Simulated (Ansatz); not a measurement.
# Geometry relaxation of B₄N₃ (part 3 of 4)

The same run, continued: B₄N₃ (slab, 7 atoms in the cell); DFT PBE+D3(BJ), scalar-relativistic, plane waves, PAW, spin-polarised (Ansatz 0.2.0); cutoff 420 eV, 12×12×1 k-mesh, Gaussian smearing of 0.05 eV, collinear spins. The structure derives from an entry of the Crystallography Open Database. The input holds or restrains some coordinates. It belongs to a series of runs on one base structure; here: B put at a bridge N-N site.

Geometry of the input (Å; fractional positions):
```
2.5064  0.0000  0.0000
-1.2532  2.1706  0.0000
0.0000  0.0000  25.6168
B  0.3333  0.6667  0.3318
N  0.6667  0.3333  0.3318
B  0.6667  0.3333  0.4610
N  0.3333  0.6667  0.4610
B  0.3333  0.6667  0.5901
N  0.6667  0.3333  0.5901
B  0.1667  -0.1667  0.6494
```

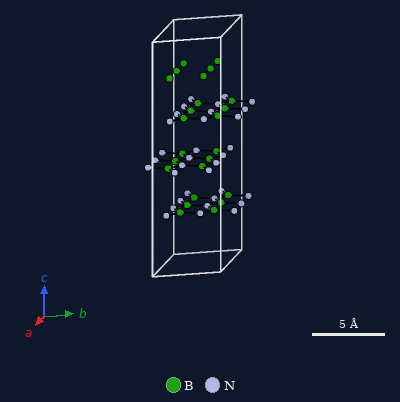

The geometry at step 16 of the log (ball-and-stick view of the 3 × 2 repeat of the cell, with the vacuum cut short, seen slightly off an axis; bonded neighbours outside the cell are drawn too).

## What the program printed, continued
```
relax step   6: F+E_penalty+E_count = -1780.28513085 eV  Δ(F+E_penalty+E_count) = -4.566e-3 eV  max|allowed force component| = 7.220e-2 eV/Å  Δτ_max = 0.0684 Å  (14 SCF iters, dr2 threshold 7.43e-6 eV, accepted)
SCF 7 converged in 15 iterations: F = -1780.291603 eV  dr2 = 1.20e-10
relax step   7: F+E_penalty+E_count = -1780.29160332 eV  Δ(F+E_penalty+E_count) = -6.472e-3 eV  max|allowed force component| = 3.016e-1 eV/Å  Δτ_max = 0.0977 Å  (15 SCF iters, accepted)
SCF 8 converged in 13 iterations: F = -1780.331773 eV  dr2 = 6.70e-9
relax step   8: F+E_penalty+E_count = -1780.33177316 eV  Δ(F+E_penalty+E_count) = -4.017e-2 eV  max|allowed force component| = 5.719e-1 eV/Å  Δτ_max = 0.1941 Å  (13 SCF iters, dr2 threshold 1.44e-5 eV, accepted)
SCF 9 converged in 10 iterations: F = -1780.420745 eV  dr2 = 3.42e-9
relax step   9: F+E_penalty+E_count = -1780.42074477 eV  Δ(F+E_penalty+E_count) = -8.897e-2 eV  max|allowed force component| = 4.492e-1 eV/Å  Δτ_max = 0.1945 Å  (10 SCF iters, dr2 threshold 1.00e-4 eV, accepted)
SCF 10 converged in 9 iterations: F = -1780.493498 eV  dr2 = 4.45e-8
relax step  10: F+E_penalty+E_count = -1780.49349755 eV  Δ(F+E_penalty+E_count) = -7.275e-2 eV  max|allowed force component| = 2.457e-1 eV/Å  Δτ_max = 0.1957 Å  (9 SCF iters, dr2 threshold 1.00e-4 eV, accepted)
SCF 11 converged in 14 iterations: F = -1780.524247 eV  dr2 = 2.95e-9
relax step  11: F+E_penalty+E_count = -1780.52424712 eV  Δ(F+E_penalty+E_count) = -3.075e-2 eV  max|allowed force component| = 1.596e-1 eV/Å  Δτ_max = 0.2000 Å  (14 SCF iters, dr2 threshold 1.81e-5 eV, accepted)
SCF 12 converged in 10 iterations: F = -1780.548823 eV  dr2 = 2.95e-9
relax step  12: F+E_penalty+E_count = -1780.54882299 eV  Δ(F+E_penalty+E_count) = -2.458e-2 eV  max|allowed force component| = 9.314e-2 eV/Å  Δτ_max = 0.1909 Å  (10 SCF iters, dr2 threshold 7.62e-6 eV, accepted)
SCF 13 converged in 11 iterations: F = -1780.557974 eV  dr2 = 1.48e-9
relax step  13: F+E_penalty+E_count = -1780.55797358 eV  Δ(F+E_penalty+E_count) = -9.151e-3 eV  max|allowed force component| = 3.795e-2 eV/Å  Δτ_max = 0.2000 Å  (11 SCF iters, dr2 threshold 2.95e-6 eV, accepted)
SCF 14 converged in 11 iterations: F = -1780.562866 eV  dr2 = 2.11e-10
relax step  14: F+E_penalty+E_count = -1780.56286603 eV  Δ(F+E_penalty+E_count) = -4.892e-3 eV  max|allowed force component| = 7.307e-2 eV/Å  Δτ_max = 0.1917 Å  (11 SCF iters, accepted)
SCF 15 converged in 12 iterations: F = -1780.566065 eV  dr2 = 3.37e-11
relax step  15: F+E_penalty+E_count = -1780.56606489 eV  Δ(F+E_penalty+E_count) = -3.199e-3 eV  max|allowed force component| = 2.192e-2 eV/Å  Δτ_max = 0.1904 Å  (12 SCF iters, accepted)
SCF 16 converged in 12 iterations: F = -1780.566813 eV  dr2 = 2.96e-11
relax step  16: F+E_penalty+E_count = -1780.56681263 eV  Δ(F+E_penalty+E_count) = -7.477e-4 eV  max|allowed force component| = 3.910e-2 eV/Å  Δτ_max = 0.1760 Å  (12 SCF iters, accepted)
SCF 17 converged in 10 iterations: F = -1780.567139 eV  dr2 = 1.37e-10
relax step  17: F+E_penalty+E_count = -1780.56713925 eV  Δ(F+E_penalty+E_count) = -3.266e-4 eV  max|allowed force component| = 3.390e-2 eV/Å  Δτ_max = 0.0345 Å  (10 SCF iters, accepted)
SCF 18 converged in 10 iterations: F = -1780.567251 eV  dr2 = 5.90e-10
relax step  18: F+E_penalty+E_count = -1780.56725077 eV  Δ(F+E_penalty+E_count) = -1.115e-4 eV  max|allowed force component| = 2.942e-2 eV/Å  Δτ_max = 0.0696 Å  (10 SCF iters, accepted)
SCF 19 converged in 10 iterations: F = -1780.567501 eV  dr2 = 3.16e-10
relax step  19: F+E_penalty+E_count = -1780.56750099 eV  Δ(F+E_penalty+E_count) = -2.502e-4 eV  max|allowed force component| = 1.479e-2 eV/Å  Δτ_max = 0.0622 Å  (10 SCF iters, accepted)
SCF iter   1: F=—  HF=-1780.569291 eV  |F-HF|=—  |Δ(HF+E_count)|=         —  Δρ=2.34e-3 (↑2.34e-3 ↓2.22e-3)  dr2=1.24e-2  dr2_m=2.91e-4  M=0.026 μB ∫|m|=0.034 μB  β_m=1.20  ethr=6.02e-4  p=-0.031 e·Å  D=-4.08e-2 V/Å  ΔV_dip=1.04 eV  dr2_dipole=2.74e-5  V_vac-E_F(+/−)=5.36/4.32 eV  ⟨swp⟩=2.9  Hψ=5067  notcnv=0  defer=192
efield: sawtooth ramp at fractional position 0.9706 (handed on by an earlier solve), width 0.0400; the density the first Hamiltonian is built on has a dipole p = -0.031 e·Å; the dipole correction subtracts the counter field D = -4.08e-2 V/Å, which shifts the + side's vacuum level by +1.04 eV against the − side's; the planar-averaged density in the ramp window peaks in size at 9.4e-7 e/Å³
preconditioner: auto → none  [insulator: Δε(μ)=0.130 eV  Ē_g=13.442 eV  σ=0.050 eV  W_gap=0.68  n_scr=16 (ndim 8)  ℏωp=16.3 eV  f_vac=0.477  D(μ)=0.92/eV (n_scr^D=8)  ε∞_Penn≈2.5]
SCF iter   2: F=—  HF=-1780.568553 eV  |F-HF|=—  |Δ(HF+E_count)|=   7.37e-4  Δρ=1.54e-3 (↑1.54e-3 ↓1.50e-3)  dr2=5.19e-3  dr2_m=2.14e-5  M=0.026 μB ∫|m|=0.029 μB  β_m=1.20  ethr=4.59e-5  p=-0.029 e·Å  D=-3.83e-2 V/Å  ΔV_dip=0.98 eV  dr2_dipole=2.62e-6  V_vac-E_F(+/−)=5.36/4.38 eV  ⟨swp⟩=1.9  Hψ=2873  notcnv=0  defer=180  κ⁻¹=1.0e0(r=1)
density mixer auto → broyden: gapped, with few screened modes (density of states about μ 0.31 of a free-electron gas's, 16 screened modes)
SCF iter   3: F=—  HF=-1780.567686 eV  |F-HF|=—  |Δ(HF+E_count)|=   8.67e-4  Δρ=4.38e-4 (↑4.35e-4 ↓4.38e-4)  dr2=2.98e-4  dr2_m=1.23e-5  M=0.026 μB ∫|m|=0.028 μB  β_m=1.20  ethr=1.92e-5  p=-0.031 e·Å  D=-4.01e-2 V/Å  ΔV_dip=1.03 eV  dr2_dipole=1.91e-6  V_vac-E_F(+/−)=5.37/4.34 eV  ⟨swp⟩=2.4  Hψ=2668  notcnv=0  defer=180  κ⁻¹=9.5e-2(r=2)
SCF iter   4: F=—  HF=-1780.567725 eV  |F-HF|=—  |Δ(HF+E_count)|=   3.88e-5  Δρ=1.85e-4 (↑1.85e-4 ↓1.76e-4)  dr2=5.46e-5  dr2_m=1.74e-6  M=0.026 μB ∫|m|=0.028 μB  β_m=1.20  ethr=1.10e-6  p=-0.030 e·Å  D=-3.95e-2 V/Å  ΔV_dip=1.01 eV  dr2_dipole=4.87e-7  V_vac-E_F(+/−)=5.36/4.35 eV  ⟨swp⟩=1.7  Hψ=2001  notcnv=0  defer=180  κ⁻¹=1.3e-2(r=3)
SCF iter   5: F=—  HF=-1780.567733 eV  |F-HF|=—  |Δ(HF+E_count)|=   8.19e-6  Δρ=8.03e-5 (↑8.03e-5 ↓7.99e-5)  dr2=1.26e-5  dr2_m=1.05e-8  M=0.026 μB ∫|m|=0.027 μB  β_m=1.20  ethr=2.02e-7  p=-0.031 e·Å  D=-3.99e-2 V/Å  ΔV_dip=1.02 eV  dr2_dipole=4.04e-7  V_vac-E_F(+/−)=5.36/4.34 eV  ⟨swp⟩=2.1  Hψ=2099  notcnv=0  defer=180  κ⁻¹=4.2e-3(r=4)
SCF iter   6: F=—  HF=-1780.567733 eV  |F-HF|=—  |Δ(HF+E_count)|=   2.54e-8  Δρ=2.22e-5 (↑1.74e-5 ↓2.22e-5)  dr2=5.96e-7  dr2_m=1.26e-7  M=0.026 μB ∫|m|=0.027 μB  β_m=1.20  ethr=4.65e-8  p=-0.031 e·Å  D=-3.97e-2 V/Å  ΔV_dip=1.02 eV  dr2_dipole=3.81e-9  V_vac-E_F(+/−)=5.36/4.35 eV  ⟨swp⟩=2.6  Hψ=2743  notcnv=0  defer=180  κ⁻¹=3.4e-4(r=5)
iter 7 did not close the SCF: its close was put off for a magnetic moment that had not settled (scf_convergence_deferred on its scf_iter line)
SCF iter   7: F=-1780.567734 eV  HF=-1780.567734 eV  |F-HF|=9.69e-8  |Δ(HF+E_count)|=   7.01e-7  Δρ=8.97e-6 (↑7.45e-6 ↓8.97e-6)  dr2=9.22e-8  dr2_m=1.48e-8  M=0.026 μB ∫|m|=0.027 μB  β_m=1.20  ethr=3.70e-10  p=-0.031 e·Å  D=-3.97e-2 V/Å  ΔV_dip=1.02 eV  dr2_dipole=1.12e-10  V_vac-E_F(+/−)=5.36/4.35 eV  ⟨swp⟩=16.7  Hψ=14808  notcnv=0  κ⁻¹=2.9e-5(r=6)
iter 8 did not close the SCF: its close was put off for a magnetic moment that had not settled (scf_convergence_deferred on its scf_iter line)
SCF iter   8: F=-1780.567734 eV  HF=-1780.567734 eV  |F-HF|=1.93e-8  |Δ(HF+E_count)|=   1.07e-7  Δρ=3.96e-6 (↑3.96e-6 ↓3.77e-6)  dr2=2.08e-8  dr2_m=6.68e-10  M=0.026 μB ∫|m|=0.027 μB  β_m=1.20  ethr=3.41e-10  p=-0.031 e·Å  D=-3.97e-2 V/Å  ΔV_dip=1.02 eV  dr2_dipole=5.37e-12  V_vac-E_F(+/−)=5.36/4.35 eV  ⟨swp⟩=7.3  Hψ=11444  notcnv=0  κ⁻¹=2.5e-6(r=7)
iter 9 did not close the SCF: its close was put off for a magnetic moment that had not settled (scf_convergence_deferred on its scf_iter line)
SCF iter   9: F=-1780.567734 eV  HF=-1780.567734 eV  |F-HF|=2.95e-9  |Δ(HF+E_count)|=   1.89e-8  Δρ=1.37e-6 (↑1.37e-6 ↓1.34e-6)  dr2=2.23e-9  dr2_m=2.00e-10  M=0.026 μB ∫|m|=0.027 μB  β_m=1.20  ethr=7.69e-11  p=-0.031 e·Å  D=-3.97e-2 V/Å  ΔV_dip=1.02 eV  dr2_dipole=7.55e-14  V_vac-E_F(+/−)=5.36/4.35 eV  ⟨swp⟩=6.0  Hψ=10113  notcnv=0  κ⁻¹=5.7e-7(r=8)
SCF iter  10: F=-1780.567734 eV  HF=-1780.567734 eV  |F-HF|=5.00e-11  |Δ(HF+E_count)|=   3.45e-9  Δρ=3.15e-7 (↑3.12e-7 ↓3.15e-7)  dr2=2.22e-10  dr2_m=1.44e-12  M=0.026 μB ∫|m|=0.027 μB  ethr=8.25e-12  p=-0.031 e·Å  D=-3.97e-2 V/Å  ΔV_dip=1.02 eV  dr2_dipole=6.80e-15  V_vac-E_F(+/−)=5.36/4.35 eV  ⟨swp⟩=6.0  Hψ=9703  notcnv=0
the starting moments were not kept: the SCF closed with an absolute magnetisation of 2.7e-2 μB, where they sum to 1 μB in size (1 site). That is at most 0.1 of that sum.
SCF 20 converged in 10 iterations: F = -1780.567734 eV  dr2 = 2.22e-10
relax step  20: F+E_penalty+E_count = -1780.56773384 eV  Δ(F+E_penalty+E_count) = -2.329e-4 eV  max|allowed force component| = 2.165e-2 eV/Å  Δτ_max = 0.0565 Å  (10 SCF iters, accepted)
WARN: The output density's exchange-correlation potential varies sharply where the density is thin. Do not read a vacuum level from v_tot or v_xc, or from such a field of the output density. On a cell that repeats whose density bears no net charge and no dipole along the vacuum's axis use v_es (v_loc + v_h of the components); under efield.dipole_correction with no amplitude use v_es + v_field, which holds any external_charges[].barrier, or the levels of the report's work_function block, which leave it out; under a non-zero efield.amplitude the vacuum is tilted and has no level; on a cell that repeats and bears such a dipole with no correction it is tilted too, and efield.dipole_correction with no amplitude gives each side of its ramp a level where efield: is served; in a cell that repeats whose density bears a net charge (total_charge, or a fill off its count) it is curved and has none; of a slab under crystal.periodic whose density bears no net charge use v_es, which has a level on each side, short of where the two are joined; of another it falls or rises all the way out and has none; of a slab beside external_charges read slab_vacuum_level instead, which it has where they leave it neutral. The grid or the basis barely resolves most such structure, and the values can differ between equally converged runs; as a rule a tighter scf.convergence.dr2_threshold does not remove it. Where the density itself ripples (under the LDA too) a higher basis.ecutwfc lessens it. The files hold the spikes' plane waves up to the density's cutoff. Files: v_tot_of_output_density and the like, and their columns of v_z.tsv (output.write_potential); v_xc_of_output_density and the like, and their columns of v_comp_z.tsv (output.write_potential_components). Measured: with its Gaussian average of σ = 0.25 Å subtracted twice, the exchange-correlation potential is over 0.1 eV at 154 of the grid points where the equally averaged density (valence and model cores) is under 1e-3 e/Å³, and 0.697 eV at the most among them, at an averaged density of 2.2e-7 e/Å³. The input density's (outcome.potential() and, of a run that writes arrays, v_tot and v_xc) is over 0.1 eV, so measured, at 216 points of its own thin density, 0.720 eV at the most. See output.write_potential in the manual, Limitations
SCF converged after 10 iterations
Stability not checked: this state was not tested for a lower state beside it, because the mixer in use, unlike msr1, does not test its closes by its own steps (another_mixer; see scf.mixing.algorithm and scf.lower_state_search)
Magnetization: 0.0258 μB (13.5129 up, 13.4871 down)
Absolute magnetization: 0.0276 μB (∫|ρ↑−ρ↓|, with the PAW one-centre terms)
Spin contamination: 0.0000 ħ² per cell (⟨S²⟩ above its minimum at these occupations)
Per-site moments (μB) at R_I (Å): [(2.746985509721377e-8, 0.5969257549684945), (6.356789566291302e-7, 0.5969257549684945), (8.781690693317597e-7, 0.5969191794102896), (1.798802334372686e-5, 0.5969191794102896), (2.7398020154741863e-5, 0.5969101356830343), (0.0004517548657821028, 0.5969101356830343), (0.01260661466944478, 1.03390573605314)]
Free energy (F): -1780.567734 eV
Harris-Foulkes:  -1780.567734 eV  (|F-HF|=5.00e-11)
Internal energy: -1780.566575 eV  (E = F + TS)
E sigma→0 (E₀):  -1780.567155 eV
Entropy (-TS):   -0.001159 eV (-0.166 meV/atom)
Fermi energy:    0.336184 eV
Dipole field:    D = -0.039668 V/Å  (p = -0.030552 e·Å, saw-weighted, corrected)
Work function:   Φ+ = 5.3628 eV   Φ− = 4.3466 eV
Levels:          The Fermi level and band energies are counted from a zero that moves with the ramp; work functions are not
--- Per-component energies (eV) ---
  E_band       = -209.912678
  E_kinetic    = 582.159652
  E_local      = -17140.922055  (includes V_loc(G=0)·N_el)
  E_nonlocal   = 187.968973
  E_hartree    = 8302.895389
  E_xc         = -303.334802
  E_vxc        = -374.176318  (∫ρ·V_xc dr)
  E_paw        = -698.521531  (= ΣΔE_a)
  E_vpaw       = -70.722678  (= ΣTr[D̂ρ^β])
  E_aug_tail   = 0.000298  (compensation charges beyond the density's cutoff)
  E_efield     = 0.000606  (sawtooth field / dipole correction)
  E_vefield    = -0.011302  (∫n·V_field dr)
  E_ewald      = 7290.176588
  E_disp       = -0.989693  (pairwise vdW)
  E_smearing   = -0.001159  (= −TS)
  E_closure    = 0.000000  (closes the sum)
  Σ components = -1780.567734   (vs F -1780.567734, Δ=0.00e0)
--- Forces (eV/Å), atoms counted from 1 ---
  atom   1  B     -0.00186104     0.00107447     0.02390139
  atom   2  N     -0.00322171     0.00186005    -0.01999078
  atom   3  B      0.00041479    -0.00023948    -0.00920598
  atom   4  N      0.00283443    -0.00163646     0.00496536
  atom   5  B      0.00478226    -0.00276104    -0.01879541
  atom   6  N     -0.00335722     0.00193829     0.02164611
  atom   7  B      0.00038788    -0.00022394    -0.00251325
  max |Σ_I F_I| component: 2.06e-5 eV/Å
--- Band table (eV; the first three rows and the last of 86) ---
  k-point 0 ↑: bands = ["-18.9379", "-18.8325", "-18.7237", "-8.6691", "-7.0778", "-6.4007", "-5.6533", "-2.5607", "-2.5580", "-2.5067", "-2.5049", "-2.4846", "-2.4826", "-1.0058", "3.8170", "4.9555", "5.0704", "5.7586", "6.4900", "7.6328", "8.1339"]
  k-point 1 ↑: bands = ["-18.8031", "-18.6992", "-18.5919", "-8.4869", "-6.8942", "-6.2229", "-5.4823", "-3.1184", "-3.0636", "-3.0424", "-2.8165", "-2.7635", "-2.7410", "-0.8177", "4.0450", "5.1804", "5.2885", "5.9666", "6.7004", "7.7818", "8.2816"]
  k-point 2 ↑: bands = ["-18.4061", "-18.3064", "-18.2039", "-7.9418", "-6.3518", "-5.7013", "-4.9853", "-4.5213", "-4.4659", "-4.4453", "-3.4451", "-3.3926", "-3.3676", "-0.2717", "4.6940", "5.7832", "5.9295", "6.5453", "6.9091", "7.3145", "8.0631"]
  k-point 42 ↓: bands = ["-15.7997", "-15.7554", "-15.7058", "-10.0978", "-10.0683", "-10.0055", "-5.3549", "-5.3030", "-5.2713", "-2.6280", "-2.3352", "-2.3012", "-1.8451", "-1.5855", "3.1243", "3.4263", "3.5825", "4.2141", "6.5078", "8.4427", "8.6457"]
--- Relaxed structure (20 steps of the walk, 20 accepted, 0 SCFs on fresh bases) ---
  F+E_penalty+E_count = -1780.56773384 eV   max|allowed force component| = 2.165e-2 eV/Å
  atoms:
    - { symbol: B, position: [0.3333333333, 0.6666666667, 0.3318129008] }
    - { symbol: N, position: [0.6666666667, 0.3333333332999999, 0.3318129008] }
    - { symbol: B, position: [0.625761758172886, 0.3742382418271139, 0.46278561772751525] }
    - { symbol: N, position: [0.29242098549787565, 0.7075790145021243, 0.4627554055290324] }
    - { symbol: B, position: [0.28210388902278527, 0.7178961109772146, 0.5925001944027267] }
    - { symbol: N, position: [0.6154652289562184, 0.3845347710437816, 0.5921822371056746] }
    - { symbol: B, position: [0.6135188574124599, -0.6135188574124597, 0.7132259310980026] }
--- Löwdin populations: 7 sites ---
  site symbol       q [e]    m [muB]
     0      B      2.5895     0.0000
     1      N      5.3448     0.0000
     2      B      2.6038     0.0000
     3      N      5.3384     0.0000
     4      B      2.6004    -0.0000
     5      N      5.3269     0.0007
     6      B      3.0002     0.0251
  spilling = 0.007257 (of n_electrons = 27.000000)
```

## File populations.tsv
```
# site	symbol	l	j	q_up	q_dn
# orbitals = lowdin
# n_electrons = 27.000000
# spilling = 0.007257
0	B	0_2S	-	0.312566	0.312566
0	B	1_2P	-	0.982181	0.982181
1	N	0_2S	-	0.577684	0.577684
1	N	1_2P	-	2.094729	2.094728
2	B	0_2S	-	0.313116	0.313116
2	B	1_2P	-	0.988789	0.988787
3	N	0_2S	-	0.575984	0.575979
3	N	1_2P	-	2.093251	2.093233
4	B	0_2S	-	0.312151	0.312167
4	B	1_2P	-	0.988041	0.988041
5	N	0_2S	-	0.577324	0.577158
5	N	1_2P	-	2.086450	2.085938
6	B	0_2S	-	0.685630	0.684204
6	B	1_2P	-	0.827013	0.803382
```

## Trajectory as extended XYZ (Å, eV, eV/Å), 20 frames, from step=1 to step=20
```
7
Lattice="2.5064 0.0000 0.0000 -1.2532 2.1706 0.0000 0.0000 0.0000 25.6168" Properties=species:S:1:pos:R:3:forces:R:3 step=1 energy=-1778.73383
B     0.0000    1.4471    8.5000   -0.0001   0.0000   0.0215
N     1.2532    0.7235    8.5000    0.0001   0.0000  -0.0285
B     1.2532    0.7235   11.8084    0.0010  -0.0006   0.0252
N     0.0000    1.4471   11.8084    0.0014  -0.0008   0.0042
B     0.0000    1.4471   15.1168    0.2111  -0.1219  -0.7151
N     1.2532    0.7235   15.1168   -0.4630   0.2673  -4.6447
B     0.6266   -0.3618   16.6368    0.2495  -0.1440   5.3374
7
Lattice="2.5064 0.0000 0.0000 -1.2532 2.1706 0.0000 0.0000 0.0000 25.6168" Properties=species:S:1:pos:R:3:forces:R:3 step=2 energy=-1779.68676
B     0.0000    1.4471    8.5000    0.0001   0.0000   0.0333
N     1.2532    0.7235    8.5000    0.0003  -0.0002  -0.0039
B     1.2650    0.7168   11.9557   -0.0015   0.0009  -0.0343
N     0.0118    1.4403   11.9546   -0.0013   0.0008  -0.1058
B    -0.0472    1.4743   15.0209   -0.1043   0.0602  -0.4293
N     1.2046    0.7516   14.9313   -0.0680   0.0393  -2.3692
B     0.6989   -0.4035   16.6944    0.1749  -0.1010   2.9093
7
Lattice="2.5064 0.0000 0.0000 -1.2532 2.1706 0.0000 0.0000 0.0000 25.6168" Properties=species:S:1:pos:R:3:forces:R:3 step=3 energy=-1780.16731
B     0.0000    1.4471    8.5000    0.0000   0.0000   0.0322
N     1.2532    0.7235    8.5000    0.0004  -0.0002  -0.0071
B     1.2652    0.7166   11.9321   -0.0012   0.0007  -0.0958
N     0.0120    1.4402   11.9259   -0.0105   0.0061  -0.0660
B    -0.0908    1.4995   15.0088   -0.0885   0.0511  -0.6833
N     1.1644    0.7748   14.8159   -0.1113   0.0643   0.1431
B     0.7821   -0.4515   16.8637    0.2111  -0.1219   0.6768
7
Lattice="2.5064 0.0000 0.0000 -1.2532 2.1706 0.0000 0.0000 0.0000 25.6168" Properties=species:S:1:pos:R:3:forces:R:3 step=4 energy=-1780.26092
B     0.0000    1.4471    8.5000   -0.0002   0.0001   0.0243
N     1.2532    0.7235    8.5000   -0.0006   0.0003  -0.0219
B     1.2347    0.7342   11.8437   -0.0029   0.0017  -0.1838
N    -0.0185    1.4578   11.8302   -0.0059   0.0034   0.1181
B    -0.1337    1.5243   15.0059   -0.0692   0.0400  -0.1460
N     1.1197    0.8007   14.8522    0.0030  -0.0017  -0.1148
B     0.9375   -0.5413   16.9520    0.0759  -0.0438   0.3242
7
Lattice="2.5064 0.0000 0.0000 -1.2532 2.1706 0.0000 0.0000 0.0000 25.6168" Properties=species:S:1:pos:R:3:forces:R:3 step=5 energy=-1780.28057
B     0.0000    1.4471    8.5000   -0.0023   0.0013   0.0125
N     1.2532    0.7235    8.5000   -0.0048   0.0028  -0.0492
B     1.1086    0.8071   11.7239    0.0132  -0.0076   0.1816
N    -0.1444    1.5305   11.7344   -0.0040   0.0023  -0.1574
B    -0.1090    1.5100   15.0071    0.0048  -0.0027  -0.1055
N     1.1452    0.7859   14.8559   -0.0268   0.0155   0.0710
B     1.0797   -0.6233   17.0152    0.0200  -0.0115   0.0469
7
Lattice="2.5064 0.0000 0.0000 -1.2532 2.1706 0.0000 0.0000 0.0000 25.6168" Properties=species:S:1:pos:R:3:forces:R:3 step=6 energy=-1780.28513
B     0.0000    1.4471    8.5000   -0.0015   0.0009   0.0180
N     1.2532    0.7235    8.5000   -0.0035   0.0020  -0.0353
B     1.1406    0.7886   11.7796   -0.0030   0.0017  -0.0043
N    -0.1127    1.5122   11.7778    0.0074  -0.0043   0.0039
B    -0.1238    1.5185   15.0418   -0.0149   0.0086  -0.0430
N     1.1294    0.7950   14.9014    0.0132  -0.0076  -0.0114
B     1.1126   -0.6424   17.0721    0.0022  -0.0013   0.0722
```
